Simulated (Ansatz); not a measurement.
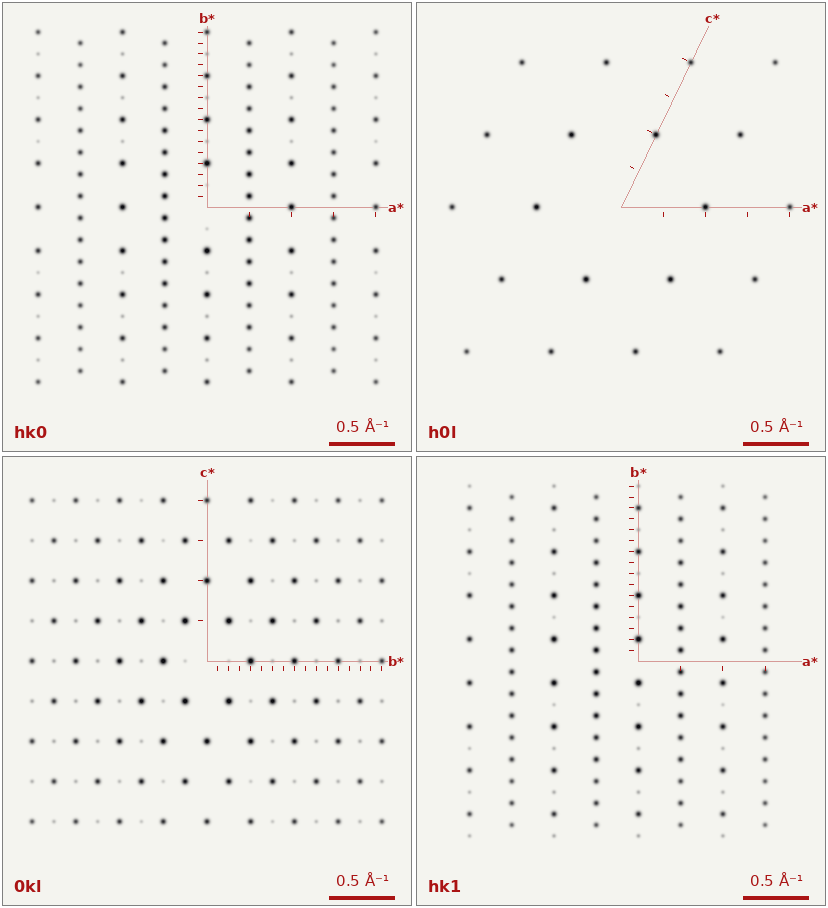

Four undistorted layers of reciprocal space, calculated for a single crystal (X-rays, kinematic |F|², B = 0.5 Å²). Tick marks count the reciprocal lattice steps of the conventional cell along each axis.

**Read the reciprocal cell and give the direct cell.**

a* = 0.330, b* = 0.085, c* = 0.313 Å⁻¹, β* = 64.2°; the cell is monoclinic with a = 3.37 Å, b = 11.72 Å, c = 3.54 Å, β = 115.79°.

**Which reflection conditions do the layers show?**

Reflections are present only under these conditions. hkl: h + k = 2n; hk0: h + k = 2n; h0l: h = 2n, l = 2n; 0kl: k = 2n; h00: h = 2n; 0k0: k = 2n; 00l: l = 2n. The lattice is C-centred (C). A few very weak reflections are below the display threshold.

**Which space groups fit?**

The intensities have Laue symmetry 2/m (the hk0 layer shows 2mm, hk1 shows m). With these conditions the candidates are Cc (No. 9), C2/c (No. 15). Diffraction geometry alone does not choose among them; the structure has C2/c. The compound is Tl. Structure: coordinates from a relaxation with DFT, PBE, plane waves (420 eV) with PAW, scalar-relativistic in Ansatz; the starting structure was generated, so it need not be a known form of this composition.
